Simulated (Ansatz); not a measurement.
Consider this structure.

```yaml
crystal:
  lattice:
    - [2.90652, 0.00000, 0.00000]
    - [-1.45326, 2.51712, 0.00000]
    - [0.00000, 0.00000, 8.54338]
  atoms:
    - { symbol: Al, position: [0.00000, 0.00000, 0.00000] }
    - { symbol: N, position: [0.00000, 0.00000, 0.25000] }
    - { symbol: Al, position: [0.66667, 0.33333, 0.33333] }
    - { symbol: N, position: [0.66667, 0.33333, 0.58333] }
    - { symbol: Al, position: [0.33333, 0.66667, 0.66667] }
    - { symbol: N, position: [0.33333, 0.66667, 0.91667] }
```

Q: Say what kind of structure these coordinates give.

A: The stoichiometry is AlN. The space group is R3m (No. 160); the lattice is rhombohedral (trigonal R). Cell content: 3 Al, 3 N, that is 3 formula units. The polyhedra are AlN4 tetrahedra; they share corners. Each Al atom is coordinated by four N in a distorted tetrahedral arrangement at 1.82 to 2.14 Å. N is linked to four Al in a distorted tetrahedral arrangement at 1.82 to 2.14 Å. The bonds build a three-dimensional framework.

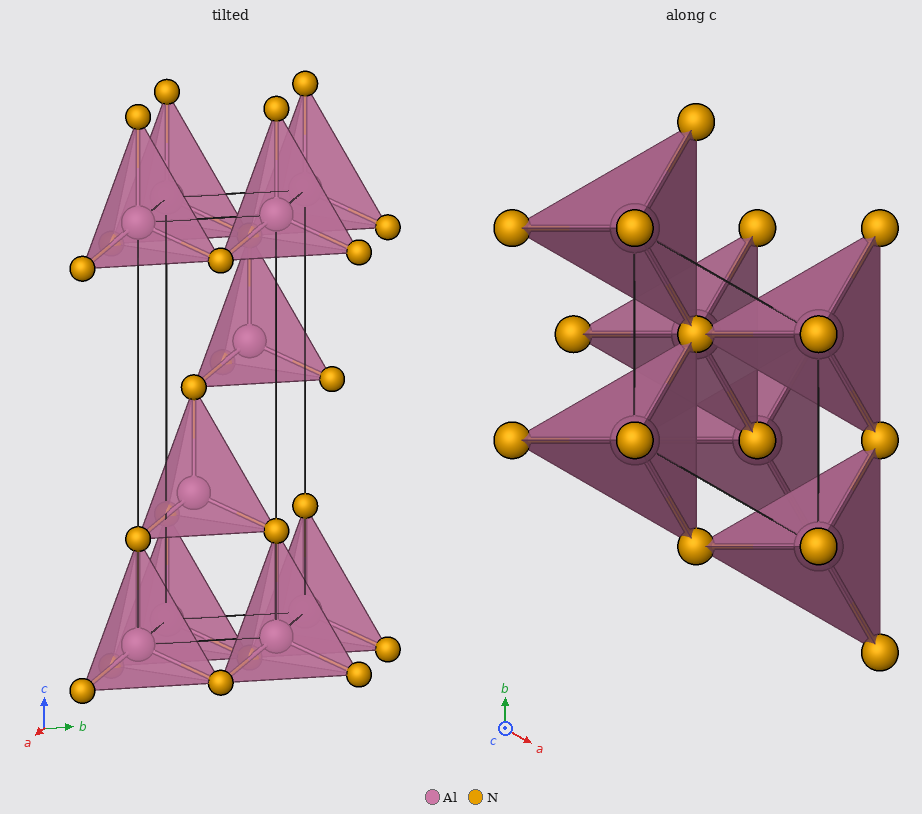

The image is a polyhedral drawing of a crystal, viewed slightly off an axis and along the c axis. Atoms at the boundary of the conventional unit cell (the box) are drawn once for each face, edge or corner they touch. Some atoms of the next cells are drawn as well.

Its origin is a structure listed in the Materials Project. The cell was then strained or its atoms displaced on purpose. Ansatz was used for an electronic-structure calculation on it.

At this level of theory the run's own cell isn't at rest (compressed, at 9 GPa), so its distances can differ from those at equilibrium, the more so the softer the solid.
